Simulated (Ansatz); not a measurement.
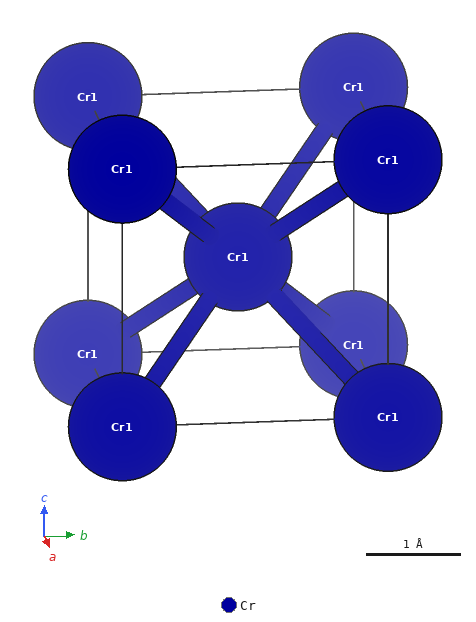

*The input geometry (ball-and-stick view of the cell 2 times as large as that of the calculation, set on its symmetry axes, seen at an oblique angle; atoms are numbered from 1 in the order of the input).*

Near neighbours in the crystal (not all of them lie inside the picture): Cr has 8 Cr at 2.47 Å.

**Geometry relaxation of Cr**

Cr (1 atom in the cell), computed with DFT PBE, scalar-relativistic, plane waves, PAW, no spin polarisation (Ansatz 0.2.0).

The structure derives from an entry of the Crystallography Open Database. Figures and captions count atoms from 1; the log counts them from 0 in places.

Input
```yaml
crystal:
  lattice:
    - [-1.4248462236, 1.4248462236, 1.4248462236]
    - [1.4248462236, -1.4248462236, 1.4248462236]
    - [1.4248462236, 1.4248462236, -1.4248462236]
  atoms:
    - { symbol: Cr, position: [0.0, 0.0, 0.0] }
basis:
  ecutwfc: 420
kpoints:
  mp_grid: { grid: [20, 20, 20] }
hamiltonian:
  xc: pbe
scf:
  occupations: { method: gaussian, width: 0.1 }
output:
  forces: true
  stress: true
  eigenvalues: true
  write_density: true
  write_potential: true
  elf: true
  volumetric_format: npy
relax:
  adjacent_minimum: "off"
  f_tol: 0.005
  max_steps: 80
  cell: { stress_tol: 0.05 }
```

Machine: 4 threads of Arm Neoverse V2, 128 GiB of memory available, shared host.

Command:
```bash
ansatz run input.yaml --threads 4 --pin off --max-ram 8192MiB --backend cpu --events-out ev --progress --plain --runs-dir out
```

The program's output
```
Engine: ansatz 0.2.0, aarch64-unknown-linux-gnu
Pseudopotentials: kind: paw
Pseudopotential: Cr, paw, valence charge 14, recommended cutoff 420 eV (normal), Cr.paw.azcp
Functional definition: PBE
  parameter kappa = 0.804
  parameter beta = 0.06672455060314922
  exchange = pbe_x(kappa = kappa, mu = beta*pi^2/3)
  correlation = pbe_c(beta = beta)
Crystal: 1 atoms, lattice volume = 11.571 Å³
Basis set: ecut = 420 eV, 225 PW (Γ), exchange–correlation on 36×36×36 points (8 copies of the dense FFT grid, shifted against one another)
Bands: 11, of which v1, the nominal top of the filled ones, is band 7 counted from 1 (6 counted from 0)
Symmetry: 48 space group operations
Space group: Im-3m (ITA 229), of the structure as read, at distance tolerance 2.3e-5 Å
k-points: 256 of 8000
Non-local potential: Cr, projectors of the file, l = 0: 3, l = 1: 2, l = 2: 3, l = 3: 1
PAW form: soft (Blöchl's): semilocal exchange-correlation on the pseudo side does not see the compensation charge
PAW one-centre angular grid: Cr, 590 points (default); XC on 64 Gauss nodes
Initial density: superposition of atomic densities (neutral atoms: chi_scale 0, normalization atom), corrected by the library's trained network
Initial wavefunctions: pseudopotential atomic-orbital guess
Functional: x = pbe(κ = 0.804, μ = 0.2195149727645171), c = pbe(β = 0.06672455060314922)
SCF iter   1: F=—  HF=-3377.738462 eV  |F-HF|=—  |Δ(HF+E_count)|=         —  Δρ=2.34e-3  dr2=7.01e-5  ethr=1.77e-3  ⟨swp⟩=4.0  Hψ=13764  notcnv=0
preconditioner: auto → none  [metal: Δε(μ)=0.015 eV  Ē_g=7.387 eV  σ=0.100 eV  W_gap=0.08  n_scr=0 (ndim 8)  ℏωp=26.7 eV  f_vac=0.000  D(μ)=0.70/eV (n_scr^D=12)]
SCF iter   2: F=—  HF=-3377.738832 eV  |F-HF|=—  |Δ(HF+E_count)|=   3.70e-4  Δρ=1.18e-3  dr2=1.79e-5  ethr=5.01e-7  ⟨swp⟩=2.2  Hψ=5885  notcnv=0
SCF iter   3: F=—  HF=-3377.738986 eV  |F-HF|=—  |Δ(HF+E_count)|=   1.54e-4  Δρ=4.70e-4  dr2=1.82e-5  ethr=1.28e-7  ⟨swp⟩=2.1  Hψ=4583  notcnv=0
iter 4 did not close the SCF: its close was put off for the readings that it lacked (scf_convergence_deferred on its scf_iter line)
SCF iter   4: F=-3377.738981 eV  HF=-3377.738981 eV  |F-HF|=2.49e-8  |Δ(HF+E_count)|=   5.06e-6  Δρ=2.66e-5  dr2=3.08e-8  ethr=1.28e-7  ⟨swp⟩=2.8  Hψ=4427  notcnv=0
iter 5 did not close the SCF: its close was put off for the readings that it lacked (scf_convergence_deferred on its scf_iter line)
SCF iter   5: F=-3377.738981 eV  HF=-3377.738981 eV  |F-HF|=5.04e-9  |Δ(HF+E_count)|=   2.98e-9  Δρ=1.07e-5  dr2=8.61e-9  ethr=2.20e-10  ⟨swp⟩=2.0  Hψ=4586  notcnv=0
SCF iter   6: F=-3377.738981 eV  HF=-3377.738981 eV  |F-HF|=2.99e-10  |Δ(HF+E_count)|=  7.55e-10  Δρ=2.51e-6  dr2=4.79e-10  ethr=6.15e-11  ⟨swp⟩=4.2  Hψ=11710  notcnv=0
SCF 1 converged in 6 iterations: F = -3377.738981 eV  dr2 = 4.79e-10
  greatest PAW one-centre occupation: 1.000 electrons in one spin orbital (limit 2), on the Cr atom at site 0 (counted from 0), in its partial waves of l = 0
relax step   1: F+E_penalty+E_count = -3377.73898105 eV  Δ(F+E_penalty+E_count) = +0.000e0 eV  max|allowed force component| = 0.000e0 eV/Å  Δτ_max = 0.0000 Å  P = -0.508 GPa  Ω = 11.571 Å³  (6 SCF iters, dr2 threshold 1.00e-7 eV, accepted)
Crystal: 1 atoms, lattice volume = 11.552 Å³
Initial density: handed on by an earlier stage of this run
Initial wavefunctions: those handed on with the density
iter 1 solved again at ethr=4.19e-8 eV; its pass at ethr=3.10e-3 eV (dr2=5.87e-6 eV) is discarded
SCF iter   1: F=—  HF=-3377.739026 eV  |F-HF|=—  |Δ(HF+E_count)|=         —  Δρ=2.50e-4  dr2=6.37e-6  ethr=4.19e-8  ⟨swp⟩=1.3  Hψ=15892  notcnv=0
preconditioner: auto → none  [metal: Δε(μ)=0.014 eV  Ē_g=7.401 eV  σ=0.100 eV  W_gap=0.08  n_scr=0 (ndim 8)  ℏωp=26.8 eV  f_vac=0.000  D(μ)=0.69/eV (n_scr^D=12)]
SCF iter   2: F=—  HF=-3377.739027 eV  |F-HF|=—  |Δ(HF+E_count)|=   1.01e-6  Δρ=1.80e-4  dr2=1.95e-6  ethr=4.19e-8  ⟨swp⟩=2.3  Hψ=4361  notcnv=0
SCF iter   3: F=-3377.739027 eV  HF=-3377.739027 eV  |F-HF|=9.12e-8  |Δ(HF+E_count)|=   5.10e-7  Δρ=4.88e-5  dr2=9.09e-8  ethr=7.14e-10  ⟨swp⟩=4.9  Hψ=14401  notcnv=0
SCF 2 converged in 3 iterations: F = -3377.739027 eV  dr2 = 9.09e-8
relax step   2: F+E_penalty+E_count = -3377.73902683 eV  Δ(F+E_penalty+E_count) = -4.578e-5 eV  max|allowed force component| = 0.000e0 eV/Å  Δτ_max = 0.0000 Å  P = -0.090 GPa  Ω = 11.552 Å³  energy of the carried Pulay correction = +1.082e-5 eV  (3 SCF iters, dr2 threshold 1.00e-7 eV, accepted)
Crystal: 1 atoms, lattice volume = 11.548 Å³
iter 1 solved again at ethr=3.66e-9 eV; its pass at ethr=3.10e-3 eV (dr2=5.13e-7 eV) is discarded
SCF iter   1: F=—  HF=-3377.739028 eV  |F-HF|=—  |Δ(HF+E_count)|=         —  Δρ=8.27e-5  dr2=5.38e-7  ethr=3.66e-9  ⟨swp⟩=1.1  Hψ=15672  notcnv=0
preconditioner: auto → none  [metal: Δε(μ)=0.010 eV  Ē_g=7.402 eV  σ=0.100 eV  W_gap=0.06  n_scr=0 (ndim 8)  ℏωp=26.8 eV  f_vac=0.000  D(μ)=0.69/eV (n_scr^D=12)]
SCF iter   2: F=—  HF=-3377.739030 eV  |F-HF|=—  |Δ(HF+E_count)|=   1.85e-6  Δρ=6.02e-5  dr2=1.60e-7  ethr=3.66e-9  ⟨swp⟩=2.6  Hψ=4373  notcnv=0
SCF iter   3: F=—  HF=-3377.739030 eV  |F-HF|=—  |Δ(HF+E_count)|=   1.98e-8  Δρ=2.03e-5  dr2=2.21e-8  ethr=1.15e-9  ⟨swp⟩=2.9  Hψ=4438  notcnv=0
SCF iter   4: F=-3377.739030 eV  HF=-3377.739030 eV  |F-HF|=3.86e-9  |Δ(HF+E_count)|=   2.57e-8  Δρ=8.15e-6  dr2=2.19e-9  ethr=1.45e-10  ⟨swp⟩=5.9  Hψ=11678  notcnv=0
SCF 3 converged in 4 iterations: F = -3377.739030 eV  dr2 = 2.19e-9
relax step   3: F+E_penalty+E_count = -3377.73903039 eV  Δ(F+E_penalty+E_count) = -3.560e-6 eV  max|allowed force component| = 0.000e0 eV/Å  Δτ_max = 0.0000 Å  P = -0.003 GPa  Ω = 11.548 Å³  energy of the carried Pulay correction = +1.316e-5 eV  (4 SCF iters, dr2 threshold 2.04e-8 eV, accepted)
Initial wavefunctions: pseudopotential atomic-orbital guess (no wavefunctions were taken with the density)
iter 1 solved again at ethr=1.65e-9 eV; its pass at ethr=3.10e-3 eV (dr2=2.31e-7 eV) is discarded
SCF iter   1: F=—  HF=-3377.739017 eV  |F-HF|=—  |Δ(HF+E_count)|=         —  Δρ=8.50e-6  dr2=2.29e-9  ethr=1.65e-9  ⟨swp⟩=2.8  Hψ=21615  notcnv=0
preconditioner: auto → none  [metal: Δε(μ)=0.011 eV  Ē_g=7.402 eV  σ=0.100 eV  W_gap=0.06  n_scr=0 (ndim 8)  ℏωp=26.8 eV  f_vac=0.000  D(μ)=0.69/eV (n_scr^D=12)]
SCF iter   2: F=—  HF=-3377.739019 eV  |F-HF|=—  |Δ(HF+E_count)|=   1.76e-6  Δρ=3.65e-6  dr2=4.37e-10  ethr=1.64e-11  ⟨swp⟩=2.4  Hψ=3986  notcnv=0
SCF iter   3: F=—  HF=-3377.739019 eV  |F-HF|=—  |Δ(HF+E_count)|=   1.21e-9  Δρ=2.91e-6  dr2=6.83e-10  ethr=3.12e-12  ⟨swp⟩=2.0  Hψ=4615  notcnv=0
SCF iter   4: F=-3377.739019 eV  HF=-3377.739019 eV  |F-HF|=5.46e-12  |Δ(HF+E_count)|=  1.62e-10  Δρ=2.66e-7  dr2=2.83e-12  ethr=1.00e-12  ⟨swp⟩=3.2  Hψ=11524  notcnv=0
SCF 4 converged in 4 iterations: F = -3377.739019 eV  dr2 = 2.83e-12
relax step   4: F+E_penalty+E_count = -3377.73901883 eV  Δ(F+E_penalty+E_count) = +1.156e-5 eV  max|allowed force component| = 0.000e0 eV/Å  Δτ_max = 0.0000 Å  P = -0.003 GPa  Ω = 11.548 Å³  stress off target by 3.34e-3 GPa  SCF on the basis re-selected at this cell (its energy is not comparable with the rows above)  (4 SCF iters)
```

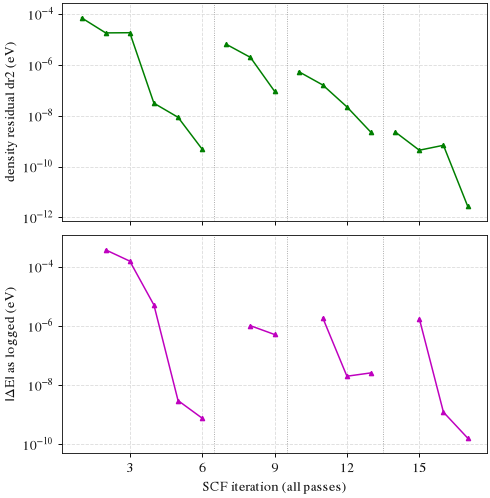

*Convergence of the self-consistent field: density residual dr2 and size of the energy change against the SCF iteration. The dotted lines part the SCF passes of the relaxation: geometry steps, rejected trials and re-solves on a re-selected basis.*

The passes take 6, 3, 4 and 4 iterations.

```
basis re-selected at this cell: Δ(F+E_penalty+E_count) = +1.156e-5 eV, ΔP = -0.001 GPa vs the last step (what re-selecting the basis moved, of the pressure what is left beyond the Pulay correction that the steps carried, after the strain that the cell walked since its last selection, with what the two solves' SCF thresholds leave and, on support functions, any second-order correction that the steps lacked; it is no measure of the basis error at this ecutwfc). This SCF's stress stands 3.34e-3 GPa from its target on what of the cell is left free (relax.cell.stress_tol is 5.00e-2 GPa) and its largest allowed force component is 0.00e0 eV/Å (relax.f_tol is 5.00e-3 eV/Å): within both
SCF converged after 4 iterations
Free energy (F): -3377.739019 eV
Harris-Foulkes:  -3377.739019 eV  (|F-HF|=5.46e-12)
Internal energy: -3377.735552 eV  (E = F + TS)
E sigma→0 (E₀):  -3377.737286 eV
Entropy (-TS):   -0.003467 eV (-3.467 meV/atom)
Fermi energy:    19.472385 eV
--- Per-component energies (eV) ---
  E_band       = -144.384275
  E_kinetic    = 343.450781
  E_local      = -1174.314892  (includes V_loc(G=0)·N_el)
  E_nonlocal   = 78.347581
  E_hartree    = 513.078904
  E_xc         = -140.287546
  E_vxc        = -179.009629  (∫ρ·V_xc dr)
  E_paw        = -1194.686828  (= ΣΔE_a)
  E_vpaw       = -239.016220  (= ΣTr[D̂ρ^β])
  E_aug_tail   = 0.000303  (compensation charges beyond the density's cutoff)
  E_ewald      = -1803.323855
  E_smearing   = -0.003467  (= −TS)
  E_closure    = -0.000000  (closes the sum)
  Σ components = -3377.739019   (vs F -3377.739019, Δ=0.00e0)
--- Forces (eV/Å), atoms counted from 1 ---
  atom   1  Cr    -0.00000000    -0.00000000     0.00000000
  max |Σ_I F_I| component: 3.49e-32 eV/Å
--- Stress (GPa, compression-positive) ---
       -0.003342      -0.000000      -0.000000
       -0.000000      -0.003342      -0.000000
       -0.000000      -0.000000      -0.003342
  P = ⅓ Tr σ = -0.0033 GPa (-0.033 kbar)
--- Band table (eV; the first three rows and the last of 256) ---
  k-point 0: bands = ["-52.4453", "-23.2223", "-23.2223", "-23.2223", "11.5495", "18.5392", "18.5392", "18.5392", "20.6073", "20.6073", "41.7337"]
  k-point 1: bands = ["-52.4403", "-23.2459", "-23.2296", "-23.2225", "11.6596", "18.4962", "18.5326", "18.6144", "20.5581", "20.6104", "41.4492"]
  k-point 2: bands = ["-52.4257", "-23.3140", "-23.2506", "-23.2229", "11.9827", "18.3730", "18.5027", "18.8359", "20.4367", "20.6207", "40.6562"]
  k-point 255: bands = ["-52.0927", "-23.8565", "-23.8565", "-23.8565", "15.1161", "15.1161", "21.9177", "21.9177", "21.9177", "30.0225", "30.0225"]
--- Relaxed structure (3 steps of the walk, 3 accepted, 1 SCFs on fresh bases) ---
  F+E_penalty+E_count = -3377.73901883 eV   max|allowed force component| = 0.000e0 eV/Å   (the final SCF, on the basis selected at the relaxed cell)
  cell:  # Å, volume = 11.5481 Å³
    - [-1.4239150088460428, 1.4239150088460428, 1.4239150088460428]
    - [1.4239150088460428, -1.4239150088460428, 1.4239150088460428]
    - [1.4239150088460428, 1.4239150088460428, -1.4239150088460428]
  atoms:
    - { symbol: Cr, position: [0.0, 0.0, 0.0] }
```

Trajectory as extended XYZ (Å, eV, eV/Å), 4 frames, from step=1 to step=4
```
1
Lattice="-1.4248 1.4248 1.4248 1.4248 -1.4248 1.4248 1.4248 1.4248 -1.4248" Properties=species:S:1:pos:R:3:forces:R:3 step=1 energy=-3377.73898 pressure_GPa=-0.51
Cr    0.0000    0.0000    0.0000    0.0000   0.0000   0.0000
1
Lattice="-1.4241 1.4241 1.4241 1.4241 -1.4241 1.4241 1.4241 1.4241 -1.4241" Properties=species:S:1:pos:R:3:forces:R:3 step=2 energy=-3377.73903 pressure_GPa=-0.09
Cr    0.0000    0.0000    0.0000    0.0000   0.0000   0.0000
1
Lattice="-1.4239 1.4239 1.4239 1.4239 -1.4239 1.4239 1.4239 1.4239 -1.4239" Properties=species:S:1:pos:R:3:forces:R:3 step=3 energy=-3377.73903 pressure_GPa=-0.00
Cr    0.0000    0.0000    0.0000    0.0000   0.0000   0.0000
1
Lattice="-1.4239 1.4239 1.4239 1.4239 -1.4239 1.4239 1.4239 1.4239 -1.4239" Properties=species:S:1:pos:R:3:forces:R:3 step=4 energy=-3377.73902 pressure_GPa=-0.00
Cr    0.0000    0.0000    0.0000    0.0000   0.0000   0.0000
```

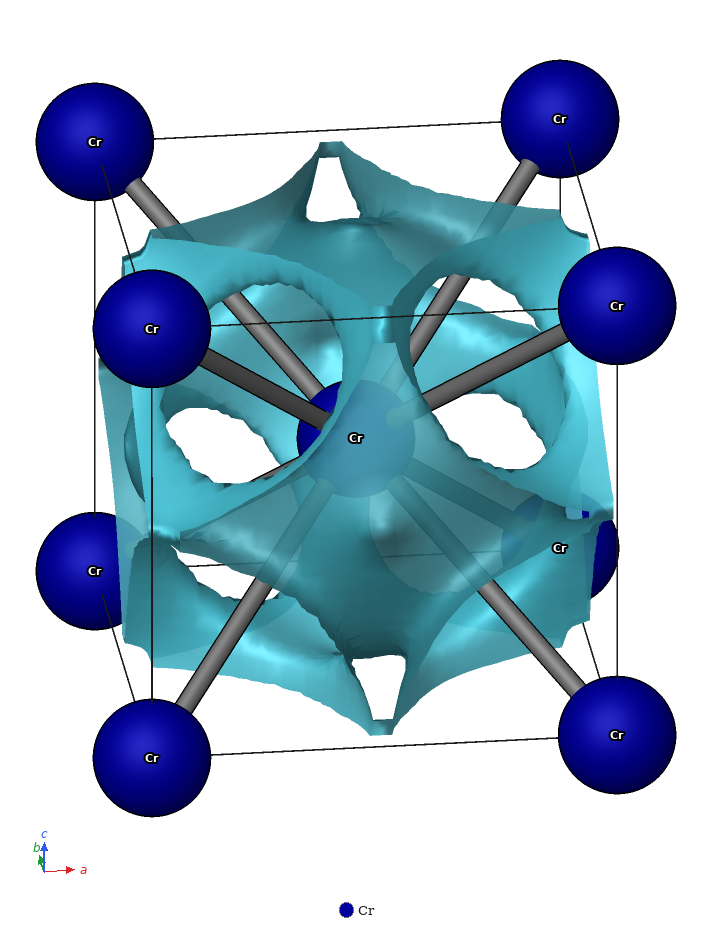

*Isosurface of the ELF at 0.4 (cyan), seen at an oblique angle. Only the valence region is drawn (cores and ρ < 0.01 e/Å³ removed). Sticks mark near contacts. The outline is the cell set on symmetry axes.*

The ELF exceeds this value in one network that runs through the whole crystal, counted in one cell of 2 atoms. Profiles from the grid: Cr–Cr (2.47 Å): the ELF is about 0.30 at the midpoint; no shared electron pair. The fields are those of the smooth PAW valence density.

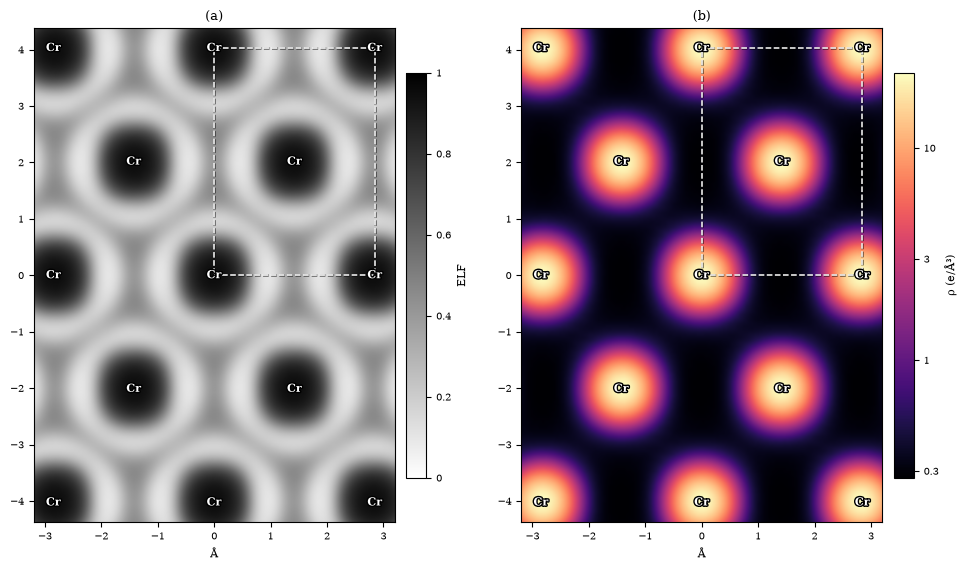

*(a) ELF; (b) valence charge density (pseudo) on the (011̄) plane of the conventional cell.*

The section cuts through Cr sites. Cr–Cr (2.47 Å): ρ is about 0.38 e/Å³ halfway; the ELF is about 0.30 at the midpoint; no localised pair between them. Away from the nuclei the density in this plane falls to 0.28 e/Å³ at its lowest. The strong features right at Cr lie inside the PAW spheres (semicore, d or f shells) and say nothing about bonding.

Results in brief

- outcome: converged
- space group (tolerance 0.01 Å): Im-3m (229)
- electrons treated: 14
- free energy: −3377.7390 eV
- Fermi energy: 19.472 eV
- gap on the k-point mesh: none (metallic)
- pressure: 0.00 GPa
- final volume: 11.55 Å³
- largest force (length of the vector) at the end: under 0.001 eV/Å
- final cell: a = 2.466 Å, b = 2.466 Å, c = 2.466 Å, α = 109.47°, β = 109.47°, γ = 109.47°
- wall time: 4.3 s (CPU time 8 s)
- peak memory: 0.33 GiB

The run has no spin polarisation, so a magnetic state may lie lower.
